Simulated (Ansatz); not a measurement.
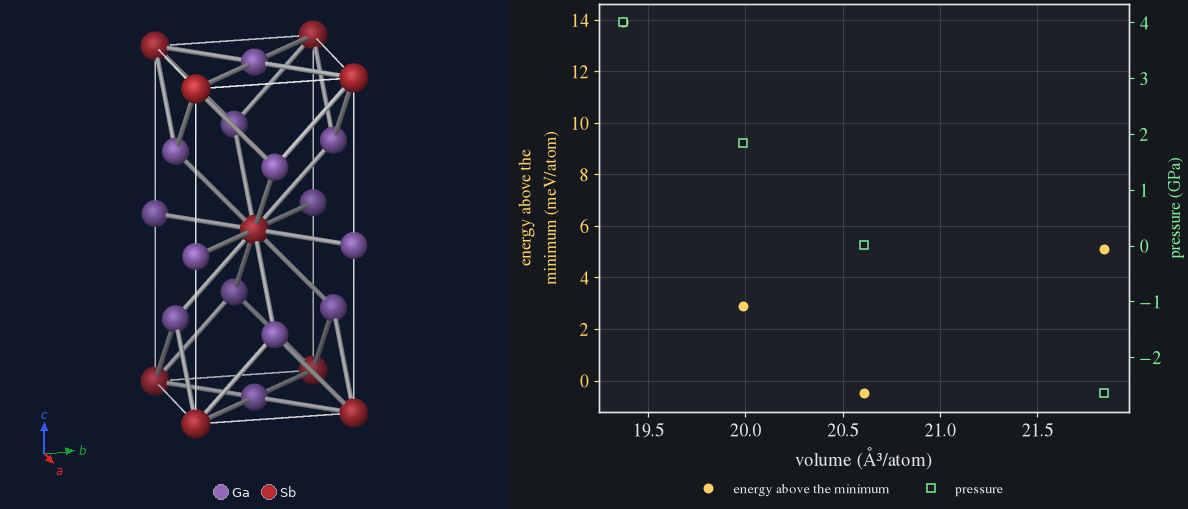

Plotted: energy above the minimum and pressure against volume for Ga₃Sb, space group I4/mmm (No. 139). The conventional cell is drawn beside the plot.

Cell as given: a = 5.452 Å, b = 5.452 Å, c = 5.452 Å, α = 134.02°, β = 134.02°, γ = 67.05°; 4 atoms.

How it was computed, with Ansatz 0.2.0: third-order Birch-Murnaghan fit to density functional energies at scaled volumes of the given relaxed cell, shape and atoms relaxed at each volume; energies count from the fitted minimum; plane waves with PAW datasets, Γ-centred k mesh. Level: PBEsol, no spin polarisation.

```tsv
setting	value
wave cutoff	420 eV
k mesh	14×14×14
occupations	Gaussian
smearing width	0.1 eV
```

The point at volume 21.226 Å³/atom is left out of the plot. What does the calculation give there?

| volume (Å³/atom) | energy above the minimum (meV/atom) | pressure (GPa) |
| --- | --- | --- |
| 21.226 | 2.5 | −1.51 |

Caveats: pressure derivative unusual.
